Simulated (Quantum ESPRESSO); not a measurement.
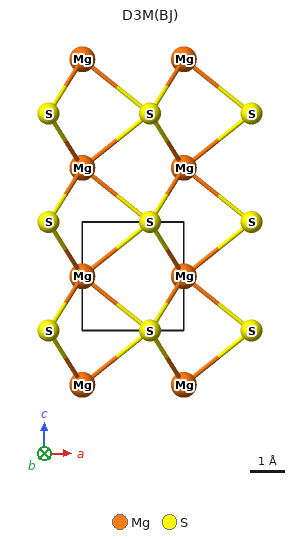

A crystal of MgS (a generated structure, set up in P-6m2), relaxed (cell and atoms) with several dispersion corrections. The picture shows the result with D3M(BJ). Style: ball-and-stick. Shown: the cell of the calculation, repeated 1 × 1 × 2 with one cell outlined, along the b axis.

Computed with Quantum ESPRESSO 7.5: PBE, PseudoDojo 0.4.1 SR PBE standard. Set-up: plane-wave cutoff 1143 eV; k-point mesh 8 × 8 × 7; occupations fermi-dirac; smearing width 0.05 eV; optimiser FIRE; no spin polarisation.

```tsv
dispersion correction	volume (Å³/atom)	a (Å)	c (Å)
D3M(BJ)	17.067	3.492	3.233
D3(BJ)	?	?	?
D3	18.348	3.592	3.285
D2	18.317	3.584	3.294
D4	18.014	3.563	3.276
```

Question: One row is withheld. What does the calculation give there?

Answer: With D3(BJ) the volume falls between D3M(BJ) (17.067) and D4 (18.014). The calculation gives 17.959 Å³/atom (a = 3.559 Å, c = 3.275 Å). Left out of the table: none, which met the thresholds at the start cell and never moved. In order of volume: D3M(BJ) < D3(BJ) < D4 < D2 < D3; the spread is 7.5 %.
